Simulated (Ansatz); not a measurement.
Single-point calculation, with input and output: Al$_{3}$Ni$_{2}$

System: Al$_{3}$Ni$_{2}$ (P-3m1, 5 atoms in the cell).
Method: DFT r2SCAN, scalar-relativistic, plane waves, PAW, no spin polarisation (Ansatz 0.2.0).

The structure derives from a Materials Project entry. It belongs to a series of runs on one base structure; here: the same crystal in its conventional cell. Figures and captions count atoms from 1; the log counts them from 0 in places.

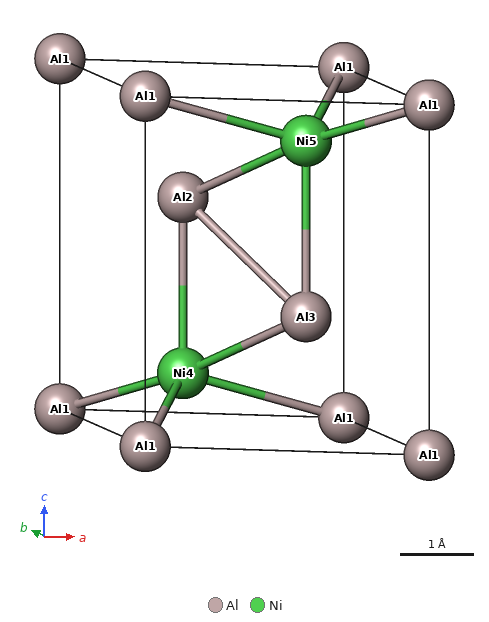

The input geometry (ball-and-stick view of the cell of the calculation, seen slightly off an axis; atoms are numbered from 1 in the order of the input).

## Summary

- outcome: converged
- space group (tolerance 0.01 Å): P-3m1 (164)
- electrons treated: 45
- free energy: −13315.0248 eV
- Fermi energy: 11.250 eV
- gap on the k-point mesh: none (metallic)
- pressure: −0.01 GPa
- largest force (length of the vector): 0.004 eV/Å
- hardware: 1 thread of Oxide Virtual Turin-like (Zen 5), 32 GiB of memory available, shared host
- wall time: 40 s
- peak memory: 0.69 GiB

## Remarks

The run has no spin polarisation, so a magnetic state may lie lower.

## Input file
```yaml
crystal:
  lattice:
    - [4.0067213728, 0.0, 0.0]
    - [-2.0033606864, 3.4699224948, 0.0]
    - [0.0, 0.0, 4.8615270369]
  atoms:
    - { symbol: Al, position: [0.0, 0.0, 0.0] }
    - { symbol: Al, position: [0.3333333333, 0.6666666667, 0.6484376368] }
    - { symbol: Al, position: [0.6666666667, 0.3333333333, 0.3515623632] }
    - { symbol: Ni, position: [0.3333333333, 0.6666666667, 0.1462123367] }
    - { symbol: Ni, position: [0.6666666667, 0.3333333333, 0.8537876633] }
basis:
  ecutwfc: 500
kpoints:
  mp_grid: { grid: [12, 12, 8] }
hamiltonian:
  xc: r2scan
scf:
  occupations: { method: gaussian, width: 0.1 }
output:
  forces: true
  stress: true
  eigenvalues: true
```

Launched with:
```bash
ansatz run input.yaml --threads 1 --pin off --max-ram 2560MiB --backend cpu --events-out ev --progress --plain --runs-dir out
```

## What the program printed
```
Engine: ansatz 0.2.0, x86_64-unknown-linux-gnu
Pseudopotentials: kind: paw
Pseudopotential: Al, paw, valence charge 3, recommended cutoff 500 eV (meta_gga), Al.paw.azcp
Pseudopotential: Ni, paw, valence charge 18, recommended cutoff 500 eV (meta_gga), Ni.paw.azcp
Functional definition: r2SCAN
  parameter k0 = 0.174
  parameter k1 = 0.065
  parameter a1 = 4.9479
  exchange = r2scan_x(k0 = k0, k1 = k1, a1 = a1)
  correlation = r2scan_c
Crystal: 5 atoms, lattice volume = 67.590 Å³
Basis set: ecut = 500 eV, 1751 PW (Γ), exchange–correlation on 120×120×144 points (64 copies of the dense FFT grid, shifted against one another)
Bands: 28, of which v1, the nominal top of the filled ones, is band 23 counted from 1 (22 counted from 0)
Symmetry: 12 space group operations
Space group: P-3m1 (ITA 164), of the structure as read, at distance tolerance 4.1e-5 Å
k-points: 131 of 1152
Non-local potential: Al, projectors of the file, l = 0: 2, l = 1: 2, l = 2: 1
Non-local potential: Ni, projectors of the file, l = 0: 3, l = 1: 2, l = 2: 3, l = 3: 1
PAW form: soft (Blöchl's): semilocal exchange-correlation on the pseudo side does not see the compensation charge
PAW frozen core: Al, regenerated for the run's functional (the file was generated under x = pbe(κ = 0.804, μ = 0.2195149727645171), c = pbe(β = 0.06672455060314922))
PAW frozen core: Ni, regenerated for the run's functional (the file was generated under x = pbe(κ = 0.804, μ = 0.2195149727645171), c = pbe(β = 0.06672455060314922))
PAW one-centre angular grid: Al, 302 points (default); XC on 160 Gauss nodes
PAW one-centre angular grid: Ni, 590 points (default); XC on 160 Gauss nodes
Initial density: superposition of atomic densities (neutral atoms: chi_scale 0, normalization atom), corrected by the library's trained network
Initial wavefunctions: pseudopotential atomic-orbital guess
Functional: x = r2scan, c = r2scan; τ floored in thin density (d = 2e-4 eV/Å³)
SCF iter   1: F=—  HF=-13314.936526 eV  |F-HF|=—  |Δ(HF+E_count)|=         —  Δρ=2.68e-2  dr2=4.43e-1  dr2_τ=1.27e-1  ethr=1.77e-3  ⟨swp⟩=6.2  Hψ=16808  notcnv=0
preconditioner: auto → Kerker (q_TF=auto, 2.549 Å⁻¹)  [metal: Δε(μ)=0.003 eV  Ē_g=7.233 eV  σ=0.100 eV  W_gap=0.02  n_scr=20 (ndim 8)  ℏωp=24.3 eV  f_vac=0.000  D(μ)=1.16/eV (n_scr^D=2)]
SCF iter   2: F=—  HF=-13315.081936 eV  |F-HF|=—  |Δ(HF+E_count)|=   1.45e-1  Δρ=3.07e-2  dr2=3.58e-1  dr2_τ=2.36e-3  ethr=9.84e-4  ⟨swp⟩=3.0  Hψ=7295  notcnv=0  defer=156
SCF iter   3: F=—  HF=-13315.028881 eV  |F-HF|=—  |Δ(HF+E_count)|=   5.31e-2  Δρ=3.56e-3  dr2=1.69e-2  dr2_τ=4.59e-5  ethr=7.96e-4  ⟨swp⟩=2.2  Hψ=5416  notcnv=0  defer=156
SCF iter   4: F=—  HF=-13315.024769 eV  |F-HF|=—  |Δ(HF+E_count)|=   4.11e-3  Δρ=2.88e-3  dr2=3.20e-3  dr2_τ=2.18e-5  ethr=3.75e-5  ⟨swp⟩=2.3  Hψ=7194  notcnv=0  defer=155
SCF iter   5: F=—  HF=-13315.024756 eV  |F-HF|=—  |Δ(HF+E_count)|=   1.36e-5  Δρ=7.24e-4  dr2=3.28e-4  dr2_τ=2.20e-5  ethr=7.11e-6  ⟨swp⟩=2.7  Hψ=6161  notcnv=0  defer=155
SCF iter   6: F=—  HF=-13315.024781 eV  |F-HF|=—  |Δ(HF+E_count)|=   2.53e-5  Δρ=9.97e-4  dr2=3.87e-4  dr2_τ=2.33e-6  ethr=7.30e-7  ⟨swp⟩=2.0  Hψ=5283  notcnv=0  defer=155
SCF iter   7: F=—  HF=-13315.024822 eV  |F-HF|=—  |Δ(HF+E_count)|=   4.11e-5  Δρ=1.89e-4  dr2=1.46e-5  dr2_τ=1.98e-7  ethr=7.30e-7  ⟨swp⟩=2.1  Hψ=5381  notcnv=0  defer=155
SCF iter   8: F=—  HF=-13315.024824 eV  |F-HF|=—  |Δ(HF+E_count)|=   2.08e-6  Δρ=2.44e-5  dr2=6.59e-7  dr2_τ=6.91e-9  ethr=3.25e-8  ⟨swp⟩=2.4  Hψ=5753  notcnv=0  defer=155
SCF iter   9: F=—  HF=-13315.024824 eV  |F-HF|=—  |Δ(HF+E_count)|=   4.28e-8  Δρ=2.13e-5  dr2=2.73e-7  dr2_τ=1.23e-9  ethr=2.22e-10  ⟨swp⟩=9.8  Hψ=20056  notcnv=0
SCF iter  10: F=-13315.024824 eV  HF=-13315.024824 eV  |F-HF|=4.51e-8  |Δ(HF+E_count)|=   2.31e-8  Δρ=9.81e-6  dr2=5.30e-8  dr2_τ=1.63e-10  ethr=2.22e-10  ⟨swp⟩=3.0  Hψ=13539  notcnv=0
SCF 1 converged in 10 iterations: F = -13315.024824 eV  dr2 = 5.30e-8
  greatest PAW one-centre occupation: 1.001 electrons in one spin orbital (limit 2), on the Ni atom at site 4 (counted from 0), in its partial waves of l = 1
```

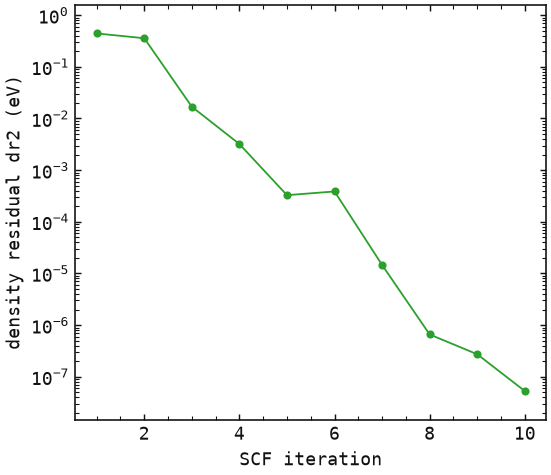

Convergence of the self-consistent field: density residual dr2 against the SCF iteration. The residual falls almost steadily, with no more than small rises.

```
SCF converged after 10 iterations
Free energy (F): -13315.024824 eV
Harris-Foulkes:  -13315.024824 eV  (|F-HF|=4.51e-8)
Internal energy: -13315.019092 eV  (E = F + TS)
E sigma→0 (E₀):  -13315.021958 eV
Entropy (-TS):   -0.005732 eV (-1.146 meV/atom)
Fermi energy:    11.250207 eV
--- Per-component energies (eV) ---
  E_band       = -809.834513
  E_kinetic    = 644.692321
  E_local      = -10254.552507  (includes V_loc(G=0)·N_el)
  E_nonlocal   = 1306.778306
  E_hartree    = 4469.835903
  E_xc         = -271.877413
  E_vxc        = -334.511105  (∫ρ·V_xc dr)
  E_paw        = -4709.145564  (= ΣΔE_a)
  E_vpaw       = -1134.133113  (= ΣTr[D̂ρ^β])
  E_aug_tail   = 0.000465  (compensation charges beyond the density's cutoff)
  E_vtau       = 22.250028  (kinetic-family band-sum trace: ∫τ·v_τ [+ j·A + Jᵃ·Aᵃ] dr)
  E_ewald      = -4499.970141
  E_core_change = -0.780461  (= ΣΔE_core)
  E_smearing   = -0.005732  (= −TS)
  E_closure    = -0.000000  (closes the sum)
  Σ components = -13315.024824   (vs F -13315.024824, Δ=0.00e0)
--- Forces (eV/Å), atoms counted from 1 ---
  atom   1  Al     0.00000000     0.00000000     0.00000000
  atom   2  Al     0.00000000    -0.00000000    -0.00064795
  atom   3  Al     0.00000000     0.00000000     0.00064795
  atom   4  Ni     0.00000000     0.00000000    -0.00376767
  atom   5  Ni     0.00000000    -0.00000000     0.00376767
  max |Σ_I F_I| component: 3.70e-17 eV/Å
--- Stress (GPa, compression-positive) ---
       -0.010286       0.000000       0.000000
       -0.000000      -0.010286       0.000000
        0.000000       0.000000      -0.006874
  P = ⅓ Tr σ = -0.0091 GPa (-0.091 kbar)
--- Band table (eV; the first three rows and the last of 131) ---
  k-point 0: bands = ["-95.7638", "-95.7584", "-54.7177", "-54.7027", "-54.6821", "-54.6821", "-54.6602", "-54.6602", "0.1366", "5.7731", "6.2156", "7.5213", "7.5213", "8.1768", "8.1768", "9.0634", "9.0634", "9.4384", "9.5459", "9.5459", "9.9330", "12.5302", "12.5302", "14.5450", "14.5450", "16.2291", "16.4122", "18.6634"]
  k-point 1: bands = ["-95.7637", "-95.7584", "-54.7177", "-54.7027", "-54.6821", "-54.6821", "-54.6602", "-54.6602", "0.2375", "4.9133", "6.8128", "7.5070", "7.5070", "8.1614", "8.1614", "9.0938", "9.0938", "9.2917", "9.5531", "9.5531", "10.5338", "12.6400", "12.6400", "14.5839", "14.5839", "16.2254", "16.4515", "17.7346"]
  k-point 2: bands = ["-95.7637", "-95.7584", "-54.7177", "-54.7028", "-54.6821", "-54.6821", "-54.6602", "-54.6602", "0.5347", "3.8259", "7.2481", "7.4743", "7.4743", "8.1243", "8.1243", "9.1807", "9.1807", "9.1995", "9.5534", "9.5534", "11.8273", "12.9658", "12.9658", "14.6794", "14.6794", "16.1925", "16.5853", "16.6275"]
  k-point 130: bands = ["-95.7610", "-95.7610", "-54.7139", "-54.7139", "-54.6857", "-54.6678", "-54.6678", "-54.6571", "5.1847", "5.3546", "5.3546", "5.7841", "5.7841", "6.6578", "8.4702", "8.4702", "8.6132", "9.2396", "9.3787", "9.3787", "9.5569", "9.8498", "9.8498", "11.2031", "17.5361", "18.3318", "18.3318", "19.6061"]
```
